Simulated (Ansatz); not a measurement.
## Run report: TiSe, geometry relaxation (part 1 of 2)

TiSe (4 atoms in the cell), computed with DFT PBEsol, scalar-relativistic, plane waves, PAW, no spin polarisation (Ansatz 0.2.0).

The structure derives from an entry of the Crystallography Open Database. It belongs to a series of runs on one base structure; here: volume × 1.06, shape and atoms relaxed. Figures and captions count atoms from 1; the log counts them from 0 in places.

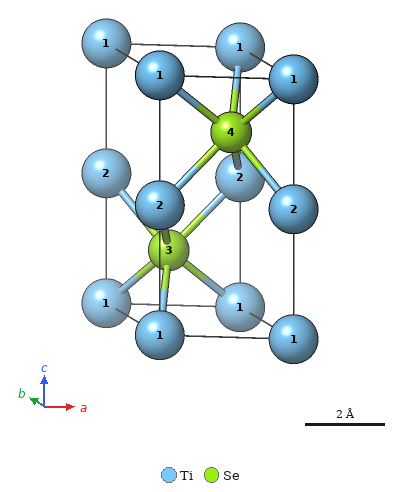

Figure 1. The structure as given in the input (ball-and-stick view of the cell of the calculation, seen slightly off an axis; atoms are numbered from 1 in the order of the input). An atom can appear more than once, as a periodic image. Near neighbours in the periodic cell (some may lie outside the picture): Ti has 6 Se at 2.62 Å; Se has 6 Ti at 2.62 Å.

## Results in brief

| quantity | value |
| --- | --- |
| outcome | converged |
| space group (tolerance 0.01 Å) | P6₃/mmc (194) |
| electrons treated | 56 |
| free energy | −15800.9540 eV |
| Fermi energy | 14.025 eV |
| gap on the k-point mesh | none (metallic) |
| pressure | −6.36 GPa |
| final volume | 69.91 Å³ |
| largest force (length of the vector) at the end | under 0.001 eV/Å |
| final cell | a = 3.440 Å, b = 3.440 Å, c = 6.821 Å, α = 90.00°, β = 90.00°, γ = 120.00° |
| hardware | 1 thread of Arm Neoverse V1, 24 GiB of memory available, shared host |
| wall time | 44 s |
| peak memory | 0.47 GiB |

## Notes

The cell is under a tension of 6.4 GPa at this level, so it is not at its equilibrium volume.

## Input file
```yaml
crystal:
  lattice:
    - [3.431735145, 0.0, 0.0]
    - [-1.7158675725, 2.9719698146, 0.0]
    - [0.0, 0.0, 6.854492785]
  atoms:
    - { symbol: Ti, position: [0.0, 0.0, 0.0] }
    - { symbol: Ti, position: [0.0, 0.0, 0.5] }
    - { symbol: Se, position: [0.3333333333, 0.6666666667, 0.25] }
    - { symbol: Se, position: [0.6666666667, 0.3333333333, 0.75] }
basis:
  ecutwfc: 420
kpoints:
  mp_grid: { grid: [12, 12, 8] }
hamiltonian:
  xc: pbesol
scf:
  occupations: { method: gaussian, width: 0.1 }
output:
  forces: true
  stress: true
  eigenvalues: true
relax:
  adjacent_minimum: "off"
  f_tol: 0.01
  max_steps: 30
  cell: { stress_tol: 0.1, fix: [volume] }
```

Command:
```bash
ansatz run input.yaml --threads 1 --pin off --max-ram 2560MiB --backend cpu --events-out ev --progress --plain --runs-dir out
```

## Output
```
Engine: ansatz 0.2.0, aarch64-unknown-linux-gnu
Pseudopotentials: kind: paw
Pseudopotential: Ti, paw, valence charge 12, recommended cutoff 420 eV (normal), Ti.paw.azcp
Pseudopotential: Se, paw, valence charge 16, recommended cutoff 420 eV (normal), Se.paw.azcp
Functional definition: PBEsol
  exchange = pbesol_x
  correlation = pbesol_c
Crystal: 4 atoms, lattice volume = 69.909 Å³
Basis set: ecut = 420 eV, 1355 PW (Γ), exchange–correlation on 48×48×96 points (8 copies of the dense FFT grid, shifted against one another)
Bands: 34, of which v1, the nominal top of the filled ones, is band 28 counted from 1 (27 counted from 0)
Symmetry: 24 space group operations
Space group: P63/mmc (ITA 194), of the structure as read, at distance tolerance 4.1e-5 Å
k-points: 95 of 1152
Non-local potential: Ti, projectors of the file, l = 0: 3, l = 1: 2, l = 2: 3, l = 3: 1
Non-local potential: Se, projectors of the file, l = 0: 2, l = 1: 2, l = 2: 3, l = 3: 1
PAW form: soft (Blöchl's): semilocal exchange-correlation on the pseudo side does not see the compensation charge
PAW frozen core: Ti, regenerated for the run's functional, and the local potential with it (the file was generated under x = pbe(κ = 0.804, μ = 0.2195149727645171), c = pbe(β = 0.06672455060314922))
PAW frozen core: Se, regenerated for the run's functional, and the local potential with it (the file was generated under x = pbe(κ = 0.804, μ = 0.2195149727645171), c = pbe(β = 0.06672455060314922))
PAW one-centre angular grid: Ti, 590 points (default); XC on 64 Gauss nodes
PAW one-centre angular grid: Se, 590 points (default); XC on 64 Gauss nodes
Initial density: superposition of atomic densities (neutral atoms: chi_scale 0, normalization atom), corrected by the library's trained network
Initial wavefunctions: pseudopotential atomic-orbital guess
Functional: x = pbesol(κ = 0.804, μ = 0.12345679012345678), c = pbesol(β = 0.046)
SCF iter   1: F=—  HF=-15800.967065 eV  |F-HF|=—  |Δ(HF+E_count)|=         —  Δρ=8.12e-3  dr2=5.20e-2  ethr=1.77e-3  ⟨swp⟩=5.3  Hψ=11483  notcnv=0
preconditioner: auto → Kerker (q_TF=auto, 2.629 Å⁻¹)  [metal: Δε(μ)=0.007 eV  Ē_g=7.145 eV  σ=0.100 eV  W_gap=0.04  n_scr=22 (ndim 8)  ℏωp=19.9 eV  f_vac=0.000  D(μ)=2.85/eV (n_scr^D=22)]
SCF iter   2: F=—  HF=-15800.954871 eV  |F-HF|=—  |Δ(HF+E_count)|=   1.22e-2  Δρ=2.96e-3  dr2=7.41e-3  ethr=9.28e-5  ⟨swp⟩=2.0  Hψ=4658  notcnv=0  defer=91
SCF iter   3: F=—  HF=-15800.953267 eV  |F-HF|=—  |Δ(HF+E_count)|=   1.60e-3  Δρ=8.52e-4  dr2=5.15e-4  ethr=1.32e-5  ⟨swp⟩=2.1  Hψ=4011  notcnv=0  defer=91
SCF iter   4: F=—  HF=-15800.953196 eV  |F-HF|=—  |Δ(HF+E_count)|=   7.12e-5  Δρ=1.95e-4  dr2=3.56e-5  ethr=9.19e-7  ⟨swp⟩=2.8  Hψ=5373  notcnv=0  defer=91
SCF iter   5: F=—  HF=-15800.953155 eV  |F-HF|=—  |Δ(HF+E_count)|=   4.07e-5  Δρ=7.22e-5  dr2=4.89e-6  ethr=6.35e-8  ⟨swp⟩=2.0  Hψ=5567  notcnv=0  defer=91
SCF iter   6: F=—  HF=-15800.953147 eV  |F-HF|=—  |Δ(HF+E_count)|=   8.27e-6  Δρ=3.35e-5  dr2=8.65e-7  ethr=8.74e-9  ⟨swp⟩=2.0  Hψ=5581  notcnv=0  defer=91
SCF iter   7: F=-15800.953147 eV  HF=-15800.953147 eV  |F-HF|=7.43e-8  |Δ(HF+E_count)|=   9.24e-8  Δρ=9.57e-6  dr2=7.67e-8  ethr=1.79e-10  ⟨swp⟩=5.8  Hψ=14546  notcnv=0
SCF 1 converged in 7 iterations: F = -15800.953147 eV  dr2 = 7.67e-8
  greatest PAW one-centre occupation: 1.000 electrons in one spin orbital (limit 2), on the Se atom at site 3 (counted from 0), in its partial waves of l = 2
relax step   1: F+E_penalty+E_count = -15800.95314683 eV  Δ(F+E_penalty+E_count) = +0.000e0 eV  max|allowed force component| = 4.048e-17 eV/Å  Δτ_max = 0.0000 Å  P = -6.500 GPa  Ω = 69.909 Å³  fix = [volume]  reactions: volume -6.500 GPa  (7 SCF iters, dr2 threshold 1.00e-7 eV, accepted)
Initial density: handed on by an earlier stage of this run
Initial wavefunctions: those handed on with the density
iter 1 solved again at ethr=2.67e-6 eV; its pass at ethr=3.10e-3 eV (dr2=1.49e-3 eV) is discarded
SCF iter   1: F=—  HF=-15800.954210 eV  |F-HF|=—  |Δ(HF+E_count)|=         —  Δρ=1.27e-3  dr2=1.47e-3  ethr=2.67e-6  ⟨swp⟩=2.0  Hψ=15851  notcnv=0
preconditioner: auto → Kerker (q_TF=auto, 2.629 Å⁻¹)  [metal: Δε(μ)=0.006 eV  Ē_g=7.075 eV  σ=0.100 eV  W_gap=0.03  n_scr=22 (ndim 8)  ℏωp=19.9 eV  f_vac=0.000  D(μ)=3.14/eV (n_scr^D=36)]
SCF iter   2: F=—  HF=-15800.953861 eV  |F-HF|=—  |Δ(HF+E_count)|=   3.49e-4  Δρ=6.64e-4  dr2=5.28e-4  ethr=2.63e-6  ⟨swp⟩=1.9  Hψ=3356  notcnv=0
SCF iter   3: F=—  HF=-15800.953674 eV  |F-HF|=—  |Δ(HF+E_count)|=   1.88e-4  Δρ=1.73e-4  dr2=4.27e-5  ethr=9.43e-7  ⟨swp⟩=2.0  Hψ=4076  notcnv=0
SCF iter   4: F=—  HF=-15800.953619 eV  |F-HF|=—  |Δ(HF+E_count)|=   5.44e-5  Δρ=5.28e-5  dr2=2.12e-6  ethr=7.62e-8  ⟨swp⟩=2.0  Hψ=4186  notcnv=0
iter 5 did not close the SCF: its close was put off for the readings that it lacked (scf_convergence_deferred on its scf_iter line)
SCF iter   5: F=-15800.953619 eV  HF=-15800.953619 eV  |F-HF|=2.80e-7  |Δ(HF+E_count)|=   3.25e-7  Δρ=1.72e-5  dr2=1.45e-7  ethr=3.79e-9  ⟨swp⟩=2.0  Hψ=5715  notcnv=0
SCF iter   6: F=-15800.953619 eV  HF=-15800.953619 eV  |F-HF|=2.86e-9  |Δ(HF+E_count)|=   1.28e-7  Δρ=5.56e-6  dr2=1.33e-8  ethr=2.59e-10  ⟨swp⟩=2.1  Hψ=11836  notcnv=0
SCF 2 converged in 6 iterations: F = -15800.953619 eV  dr2 = 1.33e-8
relax step   2: F+E_penalty+E_count = -15800.95361896 eV  Δ(F+E_penalty+E_count) = -4.721e-4 eV  max|allowed force component| = 4.048e-18 eV/Å  Δτ_max = 0.0000 Å  P = -6.262 GPa  Ω = 69.909 Å³  energy of the carried Pulay correction = +2.201e-7 eV  fix = [volume]  reactions: volume -6.262 GPa  (6 SCF iters, dr2 threshold 4.00e-7 eV, accepted)
iter 1 solved again at ethr=3.78e-7 eV; its pass at ethr=3.10e-3 eV (dr2=2.12e-4 eV) is discarded
SCF iter   1: F=—  HF=-15800.954163 eV  |F-HF|=—  |Δ(HF+E_count)|=         —  Δρ=5.15e-4  dr2=2.40e-4  ethr=3.78e-7  ⟨swp⟩=2.0  Hψ=15156  notcnv=0
preconditioner: auto → Kerker (q_TF=auto, 2.629 Å⁻¹)  [metal: Δε(μ)=0.004 eV  Ē_g=7.072 eV  σ=0.100 eV  W_gap=0.02  n_scr=22 (ndim 8)  ℏωp=19.9 eV  f_vac=0.000  D(μ)=3.03/eV (n_scr^D=24)]
SCF iter   2: F=—  HF=-15800.954065 eV  |F-HF|=—  |Δ(HF+E_count)|=   9.78e-5  Δρ=2.67e-4  dr2=8.49e-5  ethr=3.78e-7  ⟨swp⟩=2.0  Hψ=3390  notcnv=0
SCF iter   3: F=—  HF=-15800.954035 eV  |F-HF|=—  |Δ(HF+E_count)|=   3.07e-5  Δρ=7.42e-5  dr2=7.81e-6  ethr=1.52e-7  ⟨swp⟩=2.0  Hψ=4004  notcnv=0
SCF iter   4: F=—  HF=-15800.954032 eV  |F-HF|=—  |Δ(HF+E_count)|=   2.89e-6  Δρ=2.44e-5  dr2=4.55e-7  ethr=1.39e-8  ⟨swp⟩=2.0  Hψ=4082  notcnv=0
iter 5 did not close the SCF: its close was put off for the readings that it lacked (scf_convergence_deferred on its scf_iter line)
SCF iter   5: F=-15800.954032 eV  HF=-15800.954032 eV  |F-HF|=4.26e-8  |Δ(HF+E_count)|=   9.87e-8  Δρ=7.97e-6  dr2=2.84e-8  ethr=8.12e-10  ⟨swp⟩=2.0  Hψ=5716  notcnv=0
SCF iter   6: F=-15800.954032 eV  HF=-15800.954032 eV  |F-HF|=9.53e-10  |Δ(HF+E_count)|=   1.95e-8  Δρ=2.69e-6  dr2=3.07e-9  ethr=5.07e-11  ⟨swp⟩=2.0  Hψ=11277  notcnv=0
SCF 3 converged in 6 iterations: F = -15800.954032 eV  dr2 = 3.07e-9
relax step   3: F+E_penalty+E_count = -15800.95403158 eV  Δ(F+E_penalty+E_count) = -4.126e-4 eV  max|allowed force component| = 1.503e-17 eV/Å  Δτ_max = 0.0000 Å  P = -6.359 GPa  Ω = 69.909 Å³  energy of the carried Pulay correction = +1.315e-7 eV  fix = [volume]  reactions: volume -6.359 GPa  (6 SCF iters, dr2 threshold 3.60e-7 eV, accepted)
Initial wavefunctions: pseudopotential atomic-orbital guess (no wavefunctions were taken with the density)
iter 1 solved again at ethr=3.03e-8 eV; its pass at ethr=3.10e-3 eV (dr2=1.70e-5 eV) is discarded
SCF iter   1: F=—  HF=-15800.954019 eV  |F-HF|=—  |Δ(HF+E_count)|=         —  Δρ=2.71e-4  dr2=1.06e-6  ethr=3.03e-8  ⟨swp⟩=3.3  Hψ=20033  notcnv=0
preconditioner: auto → Kerker (q_TF=auto, 2.629 Å⁻¹)  [metal: Δε(μ)=0.006 eV  Ē_g=7.071 eV  σ=0.100 eV  W_gap=0.03  n_scr=22 (ndim 8)  ℏωp=19.9 eV  f_vac=0.000  D(μ)=3.04/eV (n_scr^D=36)]
SCF iter   2: F=—  HF=-15800.954016 eV  |F-HF|=—  |Δ(HF+E_count)|=   2.89e-6  Δρ=1.37e-4  dr2=2.73e-7  ethr=1.89e-9  ⟨swp⟩=1.0  Hψ=3230  notcnv=0
iter 3 did not close the SCF: its close was put off for the readings that it lacked (scf_convergence_deferred on its scf_iter line)
SCF iter   3: F=-15800.954028 eV  HF=-15800.954028 eV  |F-HF|=9.64e-11  |Δ(HF+E_count)|=   1.20e-5  Δρ=4.59e-7  dr2=1.42e-10  ethr=4.88e-10  ⟨swp⟩=1.0  Hψ=3230  notcnv=0
iter 4 did not close the SCF: its close was put off for the readings that it lacked (scf_convergence_deferred on its scf_iter line)
SCF iter   4: F=-15800.954028 eV  HF=-15800.954028 eV  |F-HF|=4.18e-11  |Δ(HF+E_count)|=  1.46e-11  Δρ=2.14e-7  dr2=4.45e-11  ethr=1.00e-12  ⟨swp⟩=2.1  Hψ=5408  notcnv=0
iter 5 did not close the SCF: its close was put off for the readings that it lacked (scf_convergence_deferred on its scf_iter line)
SCF iter   5: F=-15800.954028 eV  HF=-15800.954028 eV  |F-HF|=0.00e0  |Δ(HF+E_count)|=  1.82e-11  Δρ=1.34e-7  dr2=1.68e-11  ethr=1.00e-12  ⟨swp⟩=1.0  Hψ=3230  notcnv=0
iter 6 did not close the SCF: its close was put off for the readings that it lacked (scf_convergence_deferred on its scf_iter line)
SCF iter   6: F=-15800.954028 eV  HF=-15800.954028 eV  |F-HF|=3.64e-12  |Δ(HF+E_count)|=  3.64e-12  Δρ=5.54e-8  dr2=2.90e-12  ethr=1.00e-12  ⟨swp⟩=1.0  Hψ=3230  notcnv=0
SCF iter   7: F=-15800.954028 eV  HF=-15800.954028 eV  |F-HF|=3.64e-12  |Δ(HF+E_count)|=  3.64e-12  Δρ=1.04e-8  dr2=1.09e-13  ethr=1.00e-12  ⟨swp⟩=2.0  Hψ=9022  notcnv=0
SCF 4 converged in 7 iterations: F = -15800.954028 eV  dr2 = 1.09e-13
relax step   4: F+E_penalty+E_count = -15800.95402809 eV  Δ(F+E_penalty+E_count) = +3.494e-6 eV  max|allowed force component| = 1.272e-17 eV/Å  Δτ_max = 0.0000 Å  P = -6.359 GPa  Ω = 69.909 Å³  fix = [volume]  reactions: volume -6.359 GPa  stress off target by 4.47e-3 GPa on what of the cell is left free  SCF on the basis re-selected at this cell (its energy is not comparable with the rows above)  (7 SCF iters)
```

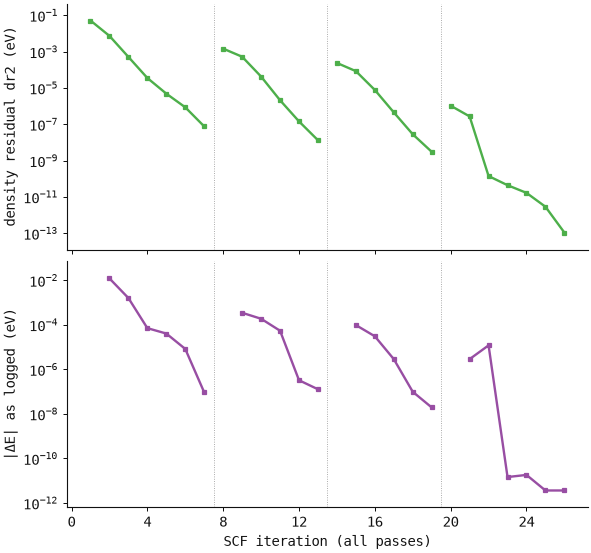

Figure 2. Convergence of the self-consistent field: density residual dr2 and size of the energy change against the SCF iteration. The dotted lines part the SCF passes of the relaxation: geometry steps, rejected trials and re-solves on a re-selected basis. The passes take 7, 6, 6 and 7 iterations.
